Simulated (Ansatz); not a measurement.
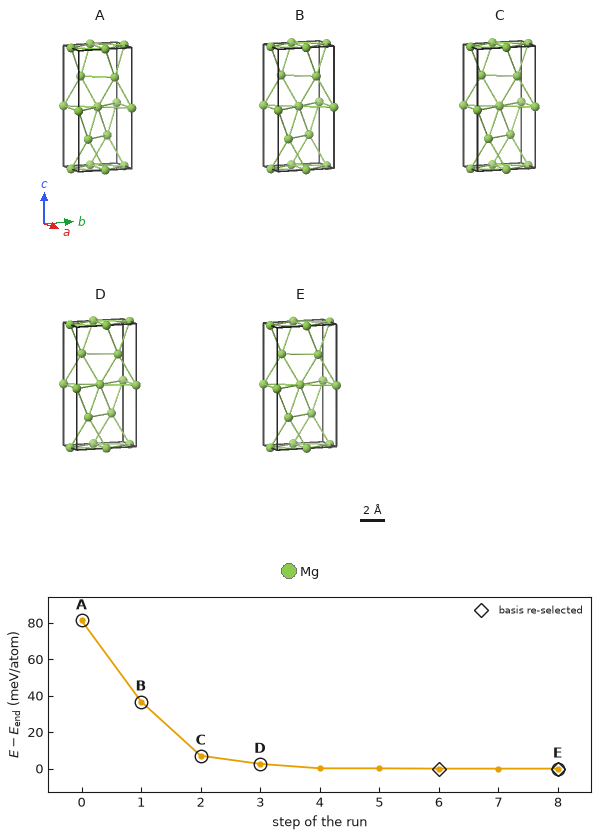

Frames of a relaxation of a crystal of Mg (a generated structure, set up in Fddd), marked on the history of the run. The picture is a ball-and-stick view of the conventional cell (4 times the calculation's cell), seen slightly off an axis. Lengths and directions refer to the drawn axes.

Level of theory: Ansatz, DFT PBE, scalar-relativistic, plane waves, PAW.

Input
```yaml
crystal:
  lattice:
    - [0.0, 2.48563354, 5.30422004]
    - [1.75789661, 0.0, 5.30422004]
    - [1.75789661, 2.48563354, 0.0]
  atoms:
    - { symbol: Mg, position: [0.75, 0.75, 0.75] }
    - { symbol: Mg, position: [0.5, 0.5, 0.5] }
basis:
  ecutwfc: 420
kpoints:
  mp_grid: { grid: [20, 20, 20] }
hamiltonian:
  xc: pbe
scf:
  occupations: { method: gaussian, width: 0.1 }
output:
  forces: true
  stress: true
  eigenvalues: true
  write_density: true
  write_potential: true
  elf: true
  volumetric_format: npy
relax:
  adjacent_minimum: "off"
  f_tol: 0.01
  max_steps: 80
  cell: { stress_tol: 0.05 }
```

Command:
```bash
ansatz run input.yaml --threads 1 --pin off --max-ram 2560MiB --backend cpu --events-out ev --progress --plain --runs-dir out
```

Describe the path.

After 6 accepted moves (8 points after the start) the energy has fallen by 81.3 meV per atom. All forces vanish by symmetry, so only the cell relaxes. The pressure goes from 1.78 to 0.00 GPa. At 2 points the geometry stayed and the basis and grid were re-selected for the new cell (energy shift of 0.2 meV per atom at most each time). No atom moves by more than 0.005 Å relative to the cell. The drawn cell changes as follows: a 3.516 → 3.138 Å (−10.7 %), b 4.971 → 5.555 Å (+11.7 %), c 10.608 → 10.729 Å (+1.1 %); the volume changes by +0.9 %. Among the contacts that change: Mg1–Mg1 3.516 → 3.138 Å, Mg1–Mg1 (another image) 3.044 → 3.190 Å, Mg1–Mg2 3.058 → 3.121 Å. The space group stays Fddd (No. 70). Cost: 3 min on 1 thread of Intel(R) Xeon(R) 6975P-C (Granite Rapids), with other jobs on the host, peak memory 0.96 GiB. From step 0 to 1: volume +2.8 %, energy −44.5 meV per atom. From step 1 to 2: volume −1.8 %, energy −29.7 meV per atom. From step 2 to 3: volume −1.7 %, energy −4.5 meV per atom. From step 3 to 8: volume +1.7 %, energy −2.6 meV per atom.
